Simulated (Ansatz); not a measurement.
**Co$_{2}$Si: geometry relaxation (part 1 of 2)**

- system: Co$_{2}$Si (Pnma, 12 atoms in the cell)
- method: DFT PBEsol, scalar-relativistic, plane waves, PAW, spin-polarised (Ansatz 0.2.0)

The structure derives from an entry of the Crystallography Open Database.

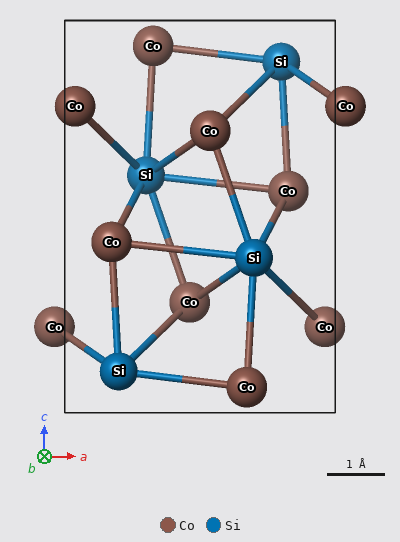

Fig. 1: The structure as given in the input (ball-and-stick view of the cell of the calculation, along the b axis). An atom can appear more than once, as a periodic image.

Key numbers

```tsv
quantity	value
outcome	converged
space group (tolerance 0.01 Å)	Pnma (62)
electrons treated	152
free energy	−43236.3766 eV
Fermi energy	18.211 eV
gap on the k-point mesh	none (metallic)
net moment of the cell	1.67 μB
integrated absolute moment	2.07 μB
pressure	0.00 GPa
final volume	123.01 Å³
largest force (length of the vector) at the end	0.002 eV/Å
final cell	a = 4.807 Å, b = 3.670 Å, c = 6.973 Å, α = 90.00°, β = 90.00°, γ = 90.00°
hardware	2 threads of Intel Xeon @ 2.50GHz (Skylake/Cascade Lake), 192 GiB of memory available, shared host
wall time	12 min (CPU time 23 min)
peak memory	2 GiB
```

The input
```yaml
crystal:
  lattice:
    - [4.8076611507, 0.0, 0.0]
    - [0.0, 3.6714902349, 0.0]
    - [0.0, 0.0, 6.9721653806]
  atoms:
    - { symbol: Co, position: [0.9619336849, 0.75, 0.2188741619], spin: 0.34 }
    - { symbol: Co, position: [0.0380663151, 0.25, 0.7811258381], spin: 0.34 }
    - { symbol: Co, position: [0.5380663151, 0.25, 0.7188741619], spin: 0.34 }
    - { symbol: Co, position: [0.4619336849, 0.75, 0.2811258381], spin: 0.34 }
    - { symbol: Co, position: [0.8268984532, 0.75, 0.564894415], spin: 0.21 }
    - { symbol: Co, position: [0.1731015468, 0.25, 0.435105585], spin: 0.21 }
    - { symbol: Co, position: [0.6731015468, 0.25, 0.064894415], spin: 0.21 }
    - { symbol: Co, position: [0.3268984532, 0.75, 0.935105585], spin: 0.21 }
    - { symbol: Si, position: [0.3005275078, 0.75, 0.6051308063] }
    - { symbol: Si, position: [0.6994724922, 0.25, 0.3948691937] }
    - { symbol: Si, position: [0.1994724922, 0.25, 0.1051308063] }
    - { symbol: Si, position: [0.8005275078, 0.75, 0.8948691937] }
basis:
  ecutwfc: 420
kpoints:
  mp_grid: { grid: [8, 10, 6] }
hamiltonian:
  xc: pbesol
scf:
  occupations: { method: gaussian, width: 0.1 }
output:
  forces: true
  stress: true
  eigenvalues: true
  populations: true
  write_density: true
  write_potential: true
  elf: true
  volumetric_format: npy
magnetization:
  spin_polarized: true
relax:
  adjacent_minimum: "off"
  f_tol: 0.005
  max_steps: 80
  cell: { stress_tol: 0.05 }
```

Command:
```bash
ansatz run input.yaml --threads 2 --pin off --max-ram 5120MiB --backend cpu --events-out ev --progress --plain --runs-dir out
```

What the program printed
```
Engine: ansatz 0.2.0, x86_64-unknown-linux-gnu
Pseudopotentials: kind: paw
Pseudopotential: Co, paw, valence charge 17, recommended cutoff 420 eV (normal), Co.paw.azcp
Pseudopotential: Si, paw, valence charge 4, recommended cutoff 420 eV (normal), Si.paw.azcp
Functional definition: PBEsol
  exchange = pbesol_x
  correlation = pbesol_c
Crystal: 12 atoms, lattice volume = 123.068 Å³
Basis set: ecut = 420 eV, 2403 PW (Γ), exchange–correlation on 72×50×96 points (8 copies of the dense FFT grid, shifted against one another)
Bands: 93, of which v1, the nominal top of the filled ones, is band 76 counted from 1 (75 counted from 0)
Symmetry: 8 space group operations
Space group: Pnma (ITA 62), of the structure as read, at distance tolerance 5.0e-5 Å
Magnetic group: BNS 62.441 (UNI 539), of the structure as read, at distance tolerance 5.0e-5 Å
k-points: 120 of 480
Non-local potential: Co, projectors of the file, l = 0: 3, l = 1: 2, l = 2: 3, l = 3: 1
Non-local potential: Si, projectors of the file, l = 0: 2, l = 1: 2, l = 2: 2
PAW form: soft (Blöchl's): semilocal exchange-correlation on the pseudo side does not see the compensation charge
PAW frozen core: Co, regenerated for the run's functional, and the local potential with it (the file was generated under x = pbe(κ = 0.804, μ = 0.2195149727645171), c = pbe(β = 0.06672455060314922))
PAW frozen core: Si, regenerated for the run's functional, and the local potential with it (the file was generated under x = pbe(κ = 0.804, μ = 0.2195149727645171), c = pbe(β = 0.06672455060314922))
PAW one-centre angular grid: Co, 590 points (default); XC on 64 Gauss nodes
PAW one-centre angular grid: Si, 110 points (default); XC on 64 Gauss nodes
Initial density: superposition of atomic densities (chi_scale 0.1, normalization cell)
Starting moments: Σ|m| = 2.2 μB on 8 of 12 sites
Initial wavefunctions: pseudopotential atomic-orbital guess
Functional: x = pbesol(κ = 0.804, μ = 0.12345679012345678), c = pbesol(β = 0.046)
SCF iter   1: F=—  HF=-43228.143814 eV  |F-HF|=—  |Δ(HF+E_count)|=         —  Δρ=6.68e-2 (↑6.68e-2 ↓6.68e-2)  dr2=1.20e1  dr2_m=1.52e-2  M=1.698 μB ∫|m|=1.995 μB  β_m=0.30  ethr=3.10e-3  ⟨swp⟩=5.8  Hψ=79025  notcnv=0  defer=48
Mixer restart at iter 1: flushing history
preconditioner: auto → Kerker (q_TF=auto, 2.826 Å⁻¹)  [metal: Δε(μ)=0.003 eV  Ē_g=6.491 eV  σ=0.100 eV  W_gap=0.01  n_scr=52 (ndim 8)  ℏωp=31.4 eV  f_vac=0.000  D(μ)=13.30/eV (n_scr^D=190)]
spin=Collinear: Kerker preconditioning applied to the charge; magnetization (m = ρ↑ − ρ↓) channel mixes plain (no charge-response kernel on spin).
SCF iter   2: F=—  HF=-43224.312429 eV  |F-HF|=—  |Δ(HF+E_count)|=    3.83e0  Δρ=1.88e-2 (↑1.54e-2 ↓1.88e-2)  dr2=7.57e-1  dr2_m=1.14e-2  M=1.784 μB ∫|m|=2.091 μB  β_m=0.32  ethr=3.10e-3  ⟨swp⟩=2.0  Hψ=35497  notcnv=0  defer=2002
SCF iter   3: F=—  HF=-43228.873284 eV  |F-HF|=—  |Δ(HF+E_count)|=    4.56e0  Δρ=1.51e-2 (↑1.45e-2 ↓1.51e-2)  dr2=8.61e-1  dr2_m=7.00e-3  M=1.779 μB ∫|m|=2.105 μB  β_m=0.66  ethr=4.98e-4  ⟨swp⟩=2.0  Hψ=24052  notcnv=0  defer=2002
SCF iter   4: F=—  HF=-43235.878668 eV  |F-HF|=—  |Δ(HF+E_count)|=    7.01e0  Δρ=1.88e-2 (↑1.88e-2 ↓1.75e-2)  dr2=1.58e0  dr2_m=1.71e-3  M=1.751 μB ∫|m|=2.130 μB  β_m=0.83  ethr=4.98e-4  ⟨swp⟩=2.0  Hψ=34958  notcnv=0  defer=2002
SCF iter   5: F=—  HF=-43236.351426 eV  |F-HF|=—  |Δ(HF+E_count)|=   4.73e-1  Δρ=1.15e-2 (↑1.15e-2 ↓1.11e-2)  dr2=3.23e-1  dr2_m=1.35e-4  M=1.700 μB ∫|m|=2.112 μB  β_m=0.81  ethr=4.98e-4  ⟨swp⟩=2.8  Hψ=45650  notcnv=0  defer=1994
SCF iter   6: F=—  HF=-43236.375767 eV  |F-HF|=—  |Δ(HF+E_count)|=   2.43e-2  Δρ=8.51e-3 (↑8.51e-3 ↓7.81e-3)  dr2=1.79e-1  dr2_m=1.84e-4  M=1.696 μB ∫|m|=2.108 μB  β_m=0.75  ethr=2.13e-4  ⟨swp⟩=2.0  Hψ=33262  notcnv=0  defer=1993
SCF iter   7: F=—  HF=-43236.371302 eV  |F-HF|=—  |Δ(HF+E_count)|=         —  Δρ=2.05e-3 (↑2.05e-3 ↓1.54e-3)  dr2=9.49e-3  dr2_m=8.67e-5  M=1.693 μB ∫|m|=2.103 μB  β_m=0.75  ethr=1.18e-4  ⟨swp⟩=2.0  Hψ=31105  notcnv=0  defer=1993
Mixer restart at iter 7: flushing history
SCF iter   8: F=—  HF=-43236.378748 eV  |F-HF|=—  |Δ(HF+E_count)|=   7.45e-3  Δρ=1.53e-3 (↑1.53e-3 ↓1.42e-3)  dr2=4.23e-3  dr2_m=5.46e-6  M=1.700 μB ∫|m|=2.108 μB  β_m=0.59  ethr=6.24e-6  ⟨swp⟩=2.0  Hψ=42873  notcnv=0  defer=1984
SCF iter   9: F=—  HF=-43236.376195 eV  |F-HF|=—  |Δ(HF+E_count)|=   2.55e-3  Δρ=4.55e-4 (↑4.55e-4 ↓2.48e-4)  dr2=5.37e-4  dr2_m=2.28e-5  M=1.691 μB ∫|m|=2.099 μB  β_m=0.68  ethr=2.79e-6  ⟨swp⟩=2.1  Hψ=37913  notcnv=0  defer=1982
SCF iter  10: F=—  HF=-43236.376523 eV  |F-HF|=—  |Δ(HF+E_count)|=   3.28e-4  Δρ=2.39e-4 (↑2.39e-4 ↓2.06e-4)  dr2=1.46e-4  dr2_m=7.27e-6  M=1.688 μB ∫|m|=2.094 μB  β_m=0.65  ethr=3.54e-7  ⟨swp⟩=2.0  Hψ=31485  notcnv=0  defer=1982
SCF iter  11: F=—  HF=-43236.376528 eV  |F-HF|=—  |Δ(HF+E_count)|=   5.96e-6  Δρ=1.93e-4 (↑1.31e-4 ↓1.93e-4)  dr2=5.39e-5  dr2_m=2.72e-6  M=1.687 μB ∫|m|=2.092 μB  β_m=0.64  ethr=9.60e-8  ⟨swp⟩=2.2  Hψ=37693  notcnv=0  defer=1982
SCF iter  12: F=—  HF=-43236.376534 eV  |F-HF|=—  |Δ(HF+E_count)|=   5.15e-6  Δρ=1.08e-4 (↑5.14e-5 ↓1.08e-4)  dr2=9.29e-6  dr2_m=1.99e-6  M=1.686 μB ∫|m|=2.091 μB  β_m=0.82  ethr=3.54e-8  ⟨swp⟩=2.1  Hψ=28439  notcnv=0  defer=1982
SCF iter  13: F=—  HF=-43236.376534 eV  |F-HF|=—  |Δ(HF+E_count)|=   1.16e-8  Δρ=4.38e-5 (↑4.38e-5 ↓2.67e-5)  dr2=3.45e-6  dr2_m=4.26e-7  M=1.684 μB ∫|m|=2.088 μB  β_m=0.91  ethr=6.11e-9  ⟨swp⟩=2.0  Hψ=40601  notcnv=0  defer=1982
SCF iter  14: F=—  HF=-43236.376534 eV  |F-HF|=—  |Δ(HF+E_count)|=   2.53e-9  Δρ=2.28e-5 (↑2.16e-5 ↓2.28e-5)  dr2=1.69e-6  dr2_m=1.43e-8  M=1.683 μB ∫|m|=2.087 μB  β_m=0.86  ethr=2.27e-9  ⟨swp⟩=1.7  Hψ=27069  notcnv=0  defer=1982
SCF iter  15: F=—  HF=-43236.376533 eV  |F-HF|=—  |Δ(HF+E_count)|=   1.52e-7  Δρ=2.09e-6 (↑1.43e-6 ↓2.09e-6)  dr2=7.61e-9  dr2_m=6.05e-10  M=1.683 μB ∫|m|=2.087 μB  β_m=0.93  ethr=1.11e-9  ⟨swp⟩=2.0  Hψ=29258  notcnv=0  defer=1982
SCF iter  16: F=—  HF=-43236.376533 eV  |F-HF|=—  |Δ(HF+E_count)|=   8.93e-9  Δρ=4.31e-6 (↑3.77e-6 ↓4.31e-6)  dr2=5.49e-8  dr2_m=3.53e-10  M=1.683 μB ∫|m|=2.086 μB  β_m=0.93  ethr=5.00e-12  ⟨swp⟩=2.0  Hψ=40762  notcnv=0  defer=1982
SCF iter  17: F=-43236.376533 eV  HF=-43236.376533 eV  |F-HF|=1.53e-10  |Δ(HF+E_count)|=   1.63e-9  Δρ=3.71e-7 (↑3.71e-7 ↓1.79e-7)  dr2=1.36e-10  dr2_m=1.61e-11  M=1.683 μB ∫|m|=2.086 μB  ethr=5.00e-12  ⟨swp⟩=10.6  Hψ=138257  notcnv=0
SCF 1 converged in 17 iterations: F = -43236.376533 eV  dr2 = 1.36e-10
  greatest PAW one-centre occupation: 1.001 electrons in one spin orbital (limit 2), on the Co atom at site 3 (counted from 0), in its partial waves of l = 1
relax step   1: F+E_penalty+E_count = -43236.37653348 eV  Δ(F+E_penalty+E_count) = +0.000e0 eV  max|allowed force component| = 1.688e-2 eV/Å  Δτ_max = 0.0000 Å  P = -0.120 GPa  Ω = 123.068 Å³  (17 SCF iters, dr2 threshold 1.00e-7 eV, accepted)
Crystal: 12 atoms, lattice volume = 123.037 Å³
Initial density: handed on by an earlier stage of this run
Starting moments: Σ|m| = 2.2 μB on 8 of 12 sites; this step starts from the density that it was given
Initial wavefunctions: those handed on with the density
iter 1 solved again at ethr=1.08e-8 eV; its pass at ethr=3.10e-3 eV (dr2=1.64e-5 eV) is discarded
SCF iter   1: F=—  HF=-43236.376628 eV  |F-HF|=—  |Δ(HF+E_count)|=         —  Δρ=1.33e-4 (↑1.33e-4 ↓6.54e-5)  dr2=1.66e-5  dr2_m=7.32e-6  M=1.678 μB ∫|m|=2.082 μB  β_m=0.65  ethr=1.08e-8  ⟨swp⟩=2.0  Hψ=83446  notcnv=0
preconditioner: auto → Kerker (q_TF=auto, 2.098 Å⁻¹)  [metal: Δε(μ)=0.001 eV  Ē_g=6.569 eV  σ=0.100 eV  W_gap=0.00  n_scr=16 (ndim 8)  ℏωp=31.4 eV  f_vac=0.000  D(μ)=10.18/eV (n_scr^D=124)]
spin=Collinear: Kerker preconditioning applied to the charge; magnetization (m = ρ↑ − ρ↓) channel mixes plain (no charge-response kernel on spin).
SCF iter   2: F=—  HF=-43236.376621 eV  |F-HF|=—  |Δ(HF+E_count)|=   6.25e-6  Δρ=8.46e-5 (↑2.60e-5 ↓8.46e-5)  dr2=6.50e-6  dr2_m=1.36e-6  M=1.678 μB ∫|m|=2.081 μB  β_m=0.49  ethr=1.08e-8  ⟨swp⟩=2.4  Hψ=38319  notcnv=0
SCF iter   3: F=—  HF=-43236.376623 eV  |F-HF|=—  |Δ(HF+E_count)|=   1.19e-6  Δρ=4.75e-5 (↑4.75e-5 ↓3.35e-5)  dr2=7.40e-7  dr2_m=1.68e-6  M=1.677 μB ∫|m|=2.080 μB  β_m=0.60  ethr=4.28e-9  ⟨swp⟩=2.7  Hψ=43651  notcnv=0
SCF iter   4: F=—  HF=-43236.376623 eV  |F-HF|=—  |Δ(HF+E_count)|=   4.09e-7  Δρ=1.97e-5 (↑5.74e-6 ↓1.97e-5)  dr2=3.85e-7  dr2_m=1.37e-7  M=1.677 μB ∫|m|=2.079 μB  β_m=0.79  ethr=4.87e-10  ⟨swp⟩=2.0  Hψ=32861  notcnv=0
SCF iter   5: F=—  HF=-43236.376623 eV  |F-HF|=—  |Δ(HF+E_count)|=   2.69e-7  Δρ=8.10e-6 (↑8.10e-6 ↓6.90e-6)  dr2=8.13e-8  dr2_m=2.31e-8  M=1.676 μB ∫|m|=2.078 μB  β_m=0.69  ethr=2.53e-10  ⟨swp⟩=2.0  Hψ=36430  notcnv=0
SCF iter   6: F=—  HF=-43236.376623 eV  |F-HF|=—  |Δ(HF+E_count)|=   2.40e-8  Δρ=5.85e-6 (↑5.85e-6 ↓1.21e-6)  dr2=2.12e-8  dr2_m=9.37e-9  M=1.676 μB ∫|m|=2.078 μB  β_m=0.81  ethr=5.35e-11  ⟨swp⟩=2.0  Hψ=40216  notcnv=0
SCF iter   7: F=-43236.376623 eV  HF=-43236.376623 eV  |F-HF|=4.38e-8  |Δ(HF+E_count)|=   6.79e-9  Δρ=4.31e-6 (↑4.31e-6 ↓3.32e-6)  dr2=4.93e-8  dr2_m=3.01e-10  M=1.676 μB ∫|m|=2.078 μB  ethr=1.40e-11  ⟨swp⟩=5.0  Hψ=119930  notcnv=0
SCF 2 converged in 7 iterations: F = -43236.376623 eV  dr2 = 4.93e-8
  greatest PAW one-centre occupation: 1.001 electrons in one spin orbital (limit 2), on the Co atom at site 1 (counted from 0), in its partial waves of l = 1
relax step   2: F+E_penalty+E_count = -43236.37662322 eV  Δ(F+E_penalty+E_count) = -8.974e-5 eV  max|allowed force component| = 9.646e-3 eV/Å  Δτ_max = 0.0006 Å  P = -0.057 GPa  Ω = 123.037 Å³  energy of the carried Pulay correction = +2.710e-5 eV  (7 SCF iters, dr2 threshold 1.02e-7 eV, accepted)
Crystal: 12 atoms, lattice volume = 123.008 Å³
iter 1 solved again at ethr=1.42e-8 eV; its pass at ethr=3.10e-3 eV (dr2=2.16e-5 eV) is discarded
SCF iter   1: F=—  HF=-43236.376686 eV  |F-HF|=—  |Δ(HF+E_count)|=         —  Δρ=1.50e-4 (↑1.50e-4 ↓8.59e-5)  dr2=2.12e-5  dr2_m=1.04e-5  M=1.671 μB ∫|m|=2.072 μB  β_m=0.65  ethr=1.42e-8  ⟨swp⟩=2.0  Hψ=83392  notcnv=0
preconditioner: auto → Kerker (q_TF=auto, 2.098 Å⁻¹)  [metal: Δε(μ)=0.002 eV  Ē_g=6.571 eV  σ=0.100 eV  W_gap=0.01  n_scr=16 (ndim 8)  ℏωp=31.4 eV  f_vac=0.000  D(μ)=10.18/eV (n_scr^D=124)]
spin=Collinear: Kerker preconditioning applied to the charge; magnetization (m = ρ↑ − ρ↓) channel mixes plain (no charge-response kernel on spin).
SCF iter   2: F=—  HF=-43236.376674 eV  |F-HF|=—  |Δ(HF+E_count)|=   1.20e-5  Δρ=9.78e-5 (↑2.64e-5 ↓9.78e-5)  dr2=6.93e-6  dr2_m=2.70e-6  M=1.670 μB ∫|m|=2.071 μB  β_m=0.55  ethr=1.40e-8  ⟨swp⟩=2.0  Hψ=32622  notcnv=0
SCF iter   3: F=—  HF=-43236.376675 eV  |F-HF|=—  |Δ(HF+E_count)|=   1.30e-6  Δρ=5.96e-5 (↑5.96e-5 ↓3.09e-5)  dr2=1.29e-6  dr2_m=2.06e-6  M=1.669 μB ∫|m|=2.070 μB  β_m=0.63  ethr=4.56e-9  ⟨swp⟩=2.0  Hψ=37721  notcnv=0
SCF iter   4: F=—  HF=-43236.376675 eV  |F-HF|=—  |Δ(HF+E_count)|=   1.78e-7  Δρ=2.07e-5 (↑7.62e-6 ↓2.07e-5)  dr2=6.55e-7  dr2_m=9.46e-8  M=1.669 μB ∫|m|=2.069 μB  β_m=0.81  ethr=8.51e-10  ⟨swp⟩=2.0  Hψ=34132  notcnv=0
SCF iter   5: F=—  HF=-43236.376675 eV  |F-HF|=—  |Δ(HF+E_count)|=   1.63e-7  Δρ=9.35e-6 (↑9.35e-6 ↓8.44e-6)  dr2=1.40e-7  dr2_m=2.15e-8  M=1.668 μB ∫|m|=2.068 μB  β_m=0.68  ethr=4.31e-10  ⟨swp⟩=2.0  Hψ=33113  notcnv=0
SCF iter   6: F=—  HF=-43236.376675 eV  |F-HF|=—  |Δ(HF+E_count)|=   4.25e-8  Δρ=6.30e-6 (↑6.30e-6 ↓1.30e-6)  dr2=2.20e-8  dr2_m=1.20e-8  M=1.668 μB ∫|m|=2.068 μB  β_m=0.84  ethr=9.21e-11  ⟨swp⟩=2.2  Hψ=39972  notcnv=0
SCF iter   7: F=—  HF=-43236.376675 eV  |F-HF|=—  |Δ(HF+E_count)|=  5.82e-10  Δρ=2.69e-6 (↑2.69e-6 ↓1.90e-6)  dr2=1.54e-8  dr2_m=2.54e-10  M=1.668 μB ∫|m|=2.068 μB  β_m=0.92  ethr=1.45e-11  ⟨swp⟩=2.0  Hψ=30507  notcnv=0
SCF iter   8: F=-43236.376675 eV  HF=-43236.376675 eV  |F-HF|=1.16e-9  |Δ(HF+E_count)|=   2.76e-9  Δρ=6.70e-7 (↑6.70e-7 ↓4.29e-7)  dr2=1.17e-9  dr2_m=5.11e-11  M=1.668 μB ∫|m|=2.068 μB  ethr=1.02e-11  ⟨swp⟩=5.0  Hψ=120233  notcnv=0
SCF 3 converged in 8 iterations: F = -43236.376675 eV  dr2 = 1.17e-9
relax step   3: F+E_penalty+E_count = -43236.37667543 eV  Δ(F+E_penalty+E_count) = -5.221e-5 eV  max|allowed force component| = 1.246e-3 eV/Å  Δτ_max = 0.0007 Å  P = +0.004 GPa  Ω = 123.008 Å³  energy of the carried Pulay correction = +5.337e-5 eV  (8 SCF iters, dr2 threshold 2.13e-8 eV, accepted)
Initial wavefunctions: pseudopotential atomic-orbital guess (no wavefunctions were taken with the density)
iter 1 solved again at ethr=7.06e-8 eV; its pass at ethr=3.10e-3 eV (dr2=1.07e-4 eV) is discarded
SCF iter   1: F=—  HF=-43236.376613 eV  |F-HF|=—  |Δ(HF+E_count)|=         —  Δρ=3.23e-6 (↑3.09e-6 ↓3.23e-6)  dr2=1.84e-8  dr2_m=3.84e-11  M=1.668 μB ∫|m|=2.068 μB  β_m=0.65  ethr=7.06e-8  ⟨swp⟩=3.8  Hψ=143584  notcnv=0
eigensolver tolerance schedule: the retry pair's looser diagonalisation over-reported the residual by 5827.21 of it (diagonalisation noise at 0.15 of the residual, at the tolerance the schedule requests for it); recorded, not acted on — ethr = c·dr2/N_el stays at c = 1.0e-1
spin=Collinear: Kerker preconditioning applied to the charge; magnetization (m = ρ↑ − ρ↓) channel mixes plain (no charge-response kernel on spin).
SCF iter   2: F=—  HF=-43236.376612 eV  |F-HF|=—  |Δ(HF+E_count)|=   1.38e-6  Δρ=7.21e-7 (↑7.21e-7 ↓5.06e-7)  dr2=4.42e-10  dr2_m=9.00e-11  M=1.668 μB ∫|m|=2.068 μB  β_m=0.53  ethr=1.21e-11  ⟨swp⟩=3.0  Hψ=49755  notcnv=0
SCF iter   3: F=—  HF=-43236.376612 eV  |F-HF|=—  |Δ(HF+E_count)|=   2.93e-9  Δρ=7.79e-7 (↑4.62e-7 ↓7.79e-7)  dr2=6.32e-10  dr2_m=4.79e-11  M=1.668 μB ∫|m|=2.068 μB  β_m=0.53  ethr=1.00e-12  ⟨swp⟩=2.0  Hψ=40451  notcnv=0
SCF iter   4: F=—  HF=-43236.376612 eV  |F-HF|=—  |Δ(HF+E_count)|=  7.71e-10  Δρ=3.98e-7 (↑3.98e-7 ↓1.45e-7)  dr2=3.00e-10  dr2_m=2.49e-11  M=1.668 μB ∫|m|=2.068 μB  β_m=0.77  ethr=1.00e-12  ⟨swp⟩=2.4  Hψ=37850  notcnv=0
SCF iter   5: F=—  HF=-43236.376612 eV  |F-HF|=—  |Δ(HF+E_count)|=   1.29e-9  Δρ=5.23e-7 (↑5.23e-7 ↓1.13e-7)  dr2=3.37e-10  dr2_m=5.98e-11  M=1.668 μB ∫|m|=2.068 μB  β_m=0.88  ethr=1.00e-12  ⟨swp⟩=1.0  Hψ=22320  notcnv=0
SCF iter   6: F=—  HF=-43236.376612 eV  |F-HF|=—  |Δ(HF+E_count)|=  9.46e-11  Δρ=7.38e-7 (↑7.38e-7 ↓3.92e-7)  dr2=1.01e-9  dr2_m=3.91e-11  M=1.668 μB ∫|m|=2.068 μB  β_m=0.74  ethr=1.00e-12  ⟨swp⟩=2.0  Hψ=40179  notcnv=0  recentre
SCF iter   7: F=—  HF=-43236.376612 eV  |F-HF|=—  |Δ(HF+E_count)|=  4.00e-10  Δρ=2.24e-7 (↑2.24e-7 ↓9.90e-8)  dr2=5.02e-11  dr2_m=1.26e-11  M=1.668 μB ∫|m|=2.068 μB  β_m=0.53  ethr=1.00e-12  ⟨swp⟩=2.0  Hψ=33003  notcnv=0
SCF iter   8: F=-43236.376612 eV  HF=-43236.376612 eV  |F-HF|=9.46e-11  |Δ(HF+E_count)|=  8.00e-11  Δρ=1.86e-7 (↑1.86e-7 ↓1.40e-7)  dr2=9.42e-11  dr2_m=1.19e-12  M=1.668 μB ∫|m|=2.068 μB  ethr=1.00e-12  ⟨swp⟩=4.0  Hψ=92972  notcnv=0
SCF 4 converged in 8 iterations: F = -43236.376612 eV  dr2 = 9.42e-11
relax step   4: F+E_penalty+E_count = -43236.37661156 eV  Δ(F+E_penalty+E_count) = +6.387e-5 eV  max|allowed force component| = 1.248e-3 eV/Å  Δτ_max = 0.0000 Å  P = +0.003 GPa  Ω = 123.008 Å³  stress off target by 1.01e-2 GPa  SCF on the basis re-selected at this cell (its energy is not comparable with the rows above)  (8 SCF iters)
```

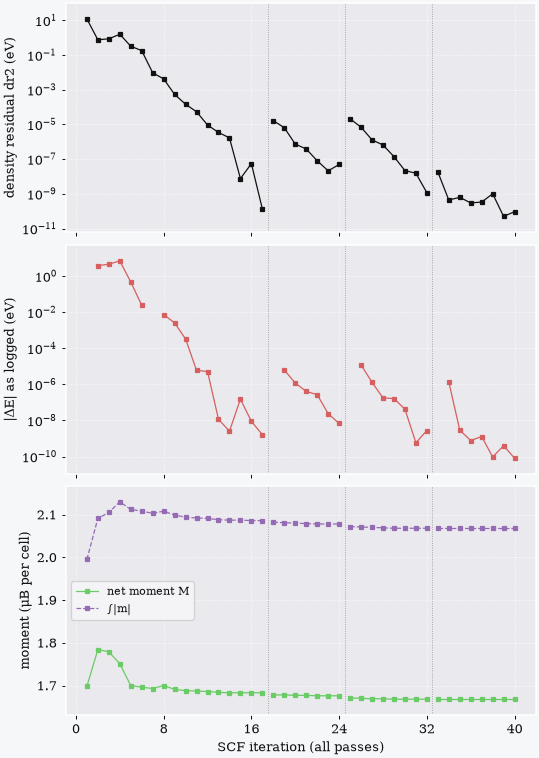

Fig. 2: Convergence of the self-consistent field: density residual dr2, size of the energy change and magnetic moment against the SCF iteration. The dotted lines part the SCF passes of the relaxation: geometry steps, rejected trials and re-solves on a re-selected basis. The passes take 17, 7, 8 and 8 iterations. The net moment starts and ends at 1.7 μB per cell.
